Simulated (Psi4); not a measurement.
**C3H2N2 (malononitrile): levels of theory compared**

Wanted: a comparison of 4 runs (B2PLYP/cc-pVDZ, CAM-B3LYP/cc-pVDZ, M06-2X/cc-pVDZ, wB97M-V/cc-pVDZ) of C3H2N2 (malononitrile). 

Program for the calculation: Psi4 1.11.

## (1) The structure to begin with

The species is C3H2N2 (7 atoms), meant as a singlet with charge 0. As SMILES, `N#CCC#N`. The C3–C4 distance was set to 2.187 Å, away from the relaxed value. At this shape a bond of the SMILES string is far longer than usual.

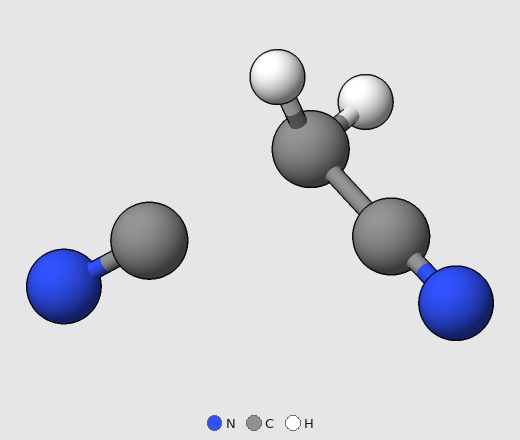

The structure, seen from a chosen angle (nitrogen blue, carbon grey, hydrogen white).

## (2) The energy at B2PLYP/cc-pVDZ (density fitting for correlation) (run 1)

The input, c3h2n2.xyz:

```xyz
7
C3H2N2
N     -0.991019    -2.361647     1.247282
C     -0.796519    -1.245657     1.064962
C     -0.567959     0.179683     0.861802
C      0.648110     0.600020    -0.906290
N      1.284310     0.847250    -1.828590
H     -0.071279     0.592733     1.745142
H     -1.532499     0.687033     0.762582
```

The input, run_ase.py:

```python
import numpy as np
from ase.calculators.psi4 import Psi4
from ase.io import read

a = read('c3h2n2.xyz')
calc = Psi4(atoms=a, method='b2plyp', basis='cc-pVDZ', memory='2200MB', num_threads=1, charge=0, multiplicity=1, label='calc', reference='rks')
calc.psi4.set_options({'puream': True, 'e_convergence': 1e-09, 'd_convergence': 1e-08, 'scf_type': 'pk', 'dft_radial_points': 99, 'dft_spherical_points': 590, 'num_frozen_docc': 5})
a.calc = calc

print(f'energy: {a.get_potential_energy():.6f} eV')
```

On the command line:

```console
python run_ase.py
```

calc.dat:

```text
[...]
  Running in c1 symmetry.
[...]
  Nuclear repulsion =  113.799789361846280
[...]
  Multiplicity = 1
[...]
  Nalpha       = 17
  Nbeta        = 17
[...]
    Number of basis functions: 80
[...]
   @RKS iter   1:  -224.23894697419587   -1.24770e+00   7.88727e-03 ADIIS/DIIS
[...]
   @RKS iter  13:  -224.43362389280611   -8.78231e-12   6.41370e-09 DIIS
[...]
    Orbital Energies [Eh]
    ---------------------
    Doubly Occupied:
       1A    -14.905403     2A    -14.864573     3A    -10.803228
       4A    -10.718377     5A    -10.697489     6A     -1.091279
       7A     -1.046240     8A     -0.928132     9A     -0.643615
      10A     -0.592747    11A     -0.540383    12A     -0.488330
      13A     -0.462040    14A     -0.433515    15A     -0.411174
      16A     -0.406174    17A     -0.405966
[...]
  @RKS Final Energy:  -224.43362389280611
   => Energetics <=
    Nuclear Repulsion Energy =            113.7997893618462797
    One-Electron Energy =                -527.0615137813365436
    Two-Electron Energy =                 203.4419656236220249
    DFT Exchange-Correlation Energy =     -14.6138650969378538
    Empirical Dispersion Energy =           0.0000000000000000
    VV10 Nonlocal Energy =                  0.0000000000000000
    Total Energy =                       -224.4336238928061107
[...]
 Multipole Moments:
 ------------------------------------------------------------------------------------
     Multipole            Electronic (a.u.)      Nuclear  (a.u.)        Total (a.u.)
 ------------------------------------------------------------------------------------
 L = 1.  Multiply by 2.5417464519 to convert [e a0] to [Debye]
 Dipole X            :          0.4519520           -1.3314856           -0.8795336
 Dipole Y            :         -1.1689317            1.9262887            0.7573569
 Dipole Z            :         -0.7843025            2.1648194            1.3805169
 Magnitude           :                                                    1.8036063
[...]
```

Standard output:

```text
energy: -6113.680514 eV
```

It took 19 s on 1 thread of AMD EPYC 7R43 (Zen 3), shared host; peak memory 1.1 GiB.

## (3) Energy and forces at CAM-B3LYP/cc-pVDZ (run 2)

The input, c3h2n2.dat:

```
memory 2.2 GB

molecule {
  0 1
  N     -1.87275449    -4.46286603     2.35702138
  C     -1.50520276    -2.35395058     2.01248651
  C     -1.07328696     0.33955166     1.62856975
  C      1.22475040     1.13387347    -1.71263989
  N      2.42699416     1.60107046    -3.45553429
  H     -0.13469779     1.12010304     3.29784043
  H     -2.89600340     1.29830421     1.44107113
  units bohr
  symmetry c1
  no_reorient
  no_com
}

set reference rks
set puream true
set e_convergence 1e-09
set d_convergence 1e-08
set scf_type pk
set dft_radial_points 99
set dft_spherical_points 590

energy_value, wavefunction = gradient("cam-b3lyp/cc-pVDZ", return_wfn=True)
print_variables()
```

On the command line:

```console
psi4 -i c3h2n2.dat -o c3h2n2.out -n 1
```

c3h2n2.out:

```text
[...]
  Running in c1 symmetry.
[...]
  Nuclear repulsion =  113.799789491373829
[...]
  Multiplicity = 1
[...]
  Nalpha       = 17
  Nbeta        = 17
[...]
    Number of basis functions: 80
[...]
   @RKS iter   1:  -224.54123589378241   -1.19350e+00   8.64091e-03 DIIS/ADIIS
[...]
   @RKS iter  13:  -224.76646516510542   -9.09495e-13   6.05541e-09 DIIS
[...]
    Orbital Energies [Eh]
    ---------------------
    Doubly Occupied:
       1A    -14.454080     2A    -14.419390     3A    -10.426894
       4A    -10.349185     5A    -10.332045     6A     -1.038255
       7A     -0.998233     8A     -0.896735     9A     -0.632572
      10A     -0.586657    11A     -0.542966    12A     -0.473921
      13A     -0.461985    14A     -0.439089    15A     -0.418439
      16A     -0.417536    17A     -0.413637
[...]
  @RKS Final Energy:  -224.76646516510542
   => Energetics <=
    Nuclear Repulsion Energy =            113.7997894913738293
    One-Electron Energy =                -527.3151656031920993
    Two-Electron Energy =                 210.9662874781805613
    DFT Exchange-Correlation Energy =     -22.2173765314676892
    Empirical Dispersion Energy =           0.0000000000000000
    VV10 Nonlocal Energy =                  0.0000000000000000
    Total Energy =                       -224.7664651651054157
[...]
 Multipole Moments:
 ------------------------------------------------------------------------------------
     Multipole            Electronic (a.u.)      Nuclear  (a.u.)        Total (a.u.)
 ------------------------------------------------------------------------------------
 L = 1.  Multiply by 2.5417464519 to convert [e a0] to [Debye]
 Dipole X            :          6.4563836           -7.2734594           -0.8170758
 Dipole Y            :         23.6507489          -22.8973144            0.7534344
 Dipole Z            :         -7.3325550            8.6198194            1.2872644
 Magnitude           :                                                    1.7006840
[...]
  -Total Gradient:
     Atom            X                  Y                   Z
    ------   -----------------  -----------------  -----------------
       1        0.004656565261     0.022160053850    -0.004797407184
       2       -0.014721776847    -0.032735853594     0.018749797646
       3       -0.021434077672     0.004133760969     0.032268701264
       4        0.066518879553     0.023384826074    -0.096676029770
       5       -0.016801322677    -0.006228993328     0.024386895953
       6       -0.015108254215    -0.004971873516     0.008997291423
       7       -0.003107612692    -0.005745722352     0.017066828751
[...]
```

Wall time 39 s (1 thread of AMD EPYC 7R43 (Zen 3), shared host); peak memory 1.1 GiB.

Run 3 isn't shown in full; the table further down has it.

## (4) A single-point energy at wB97M-V/cc-pVDZ (run 4)

c3h2n2.xyz is that of step 2.

The input, c3h2n2_ase.py:

```python
import numpy as np
from ase.calculators.psi4 import Psi4
from ase.io import read

a = read('c3h2n2.xyz')
calc = Psi4(atoms=a, method='wb97m-v', basis='cc-pVDZ', memory='2200MB', num_threads=1, charge=0, multiplicity=1, label='psi4-calc', reference='rks')
calc.psi4.set_options({'puream': True, 'e_convergence': 1e-09, 'd_convergence': 1e-08, 'scf_type': 'pk', 'dft_radial_points': 99, 'dft_spherical_points': 590})
a.calc = calc

print(f'energy: {a.get_potential_energy():.6f} eV')
```

On the command line:

```console
python c3h2n2_ase.py
```

psi4-calc.dat:

```text
[...]
  Running in c1 symmetry.
[...]
  Nuclear repulsion =  113.799789361846280
[...]
  Multiplicity = 1
[...]
  Nalpha       = 17
  Nbeta        = 17
[...]
    Number of basis functions: 80
[...]
   @RKS iter   1:  -224.61399683582317   -1.38415e+00   8.04169e-03 DIIS/ADIIS
[...]
   @RKS iter  13:  -224.81449496128246   -2.01794e-12   4.49724e-09 DIIS
[...]
    Orbital Energies [Eh]
    ---------------------
    Doubly Occupied:
       1A    -14.568087     2A    -14.532747     3A    -10.524696
       4A    -10.443805     5A    -10.427927     6A     -1.080609
       7A     -1.040301     8A     -0.935105     9A     -0.667682
      10A     -0.621270    11A     -0.579028    12A     -0.511902
      13A     -0.498460    14A     -0.473252    15A     -0.452909
      16A     -0.452066    17A     -0.445662
[...]
  @RKS Final Energy:  -224.81449496128246
   => Energetics <=
    Nuclear Repulsion Energy =            113.7997893618462797
    One-Electron Energy =                -527.1325575194478006
    Two-Electron Energy =                 210.0780039923934623
    DFT Exchange-Correlation Energy =     -21.6978940859709866
    Empirical Dispersion Energy =           0.0000000000000000
    VV10 Nonlocal Energy =                  0.1381632898965932
    Total Energy =                       -224.8144949612824632
[...]
 Multipole Moments:
 ------------------------------------------------------------------------------------
     Multipole            Electronic (a.u.)      Nuclear  (a.u.)        Total (a.u.)
 ------------------------------------------------------------------------------------
 L = 1.  Multiply by 2.5417464519 to convert [e a0] to [Debye]
 Dipole X            :          0.5121175           -1.3314856           -0.8193681
 Dipole Y            :         -1.1818948            1.9262887            0.7443939
 Dipole Z            :         -0.8750121            2.1648194            1.2898073
 Magnitude           :                                                    1.6997321
[...]
```

Standard output:

```text
energy: -6117.514006 eV
```

Wall time 2.8 min (1 thread of AMD EPYC 7R43 (Zen 3), shared host); peak memory 1.3 GiB.

## (5) Overview of the runs

```tsv
run	level	task	fitting correlation	energy (Eh)	HOMO energy (eV)	LUMO energy (eV)	HOMO–LUMO gap (eV)	wall time
1	B2PLYP/cc-pVDZ (density fitting for correlation)	energy	density fitting	-224.673617	-11.05	-2.54	8.51	19 s
2	CAM-B3LYP/cc-pVDZ	gradient	–	-224.766465	-11.26	-2.77	8.48	39 s
3	M06-2X/cc-pVDZ	gradient	–	-224.804359	-11.22	-3.06	8.17	56 s
4	wB97M-V/cc-pVDZ	energy	–	-224.814495	-12.13	-1.80	10.32	2.8 min
```

## (6) Summary of results

| quantity | value |
| --- | --- |
| run 4: total energy | -224.81449 Eh |
| run 4: dipole moment | 4.32 D |
| run 4: HOMO energy | -12.13 eV |
| run 4: LUMO energy | -1.80 eV |
| run 4: HOMO–LUMO gap | 10.32 eV |

**Reading.** Over runs 2, 3, 4 the dipole moment (its size) runs from 4.29 D (M06-2X/cc-pVDZ) to 4.32 D (CAM-B3LYP/cc-pVDZ). The HOMO–LUMO gap runs from 8.17 eV (M06-2X/cc-pVDZ) to 10.32 eV (wB97M-V/cc-pVDZ). Totals of different functionals can't be ranked against each other. All runs together took 4.7 min, the longest 2.8 min.
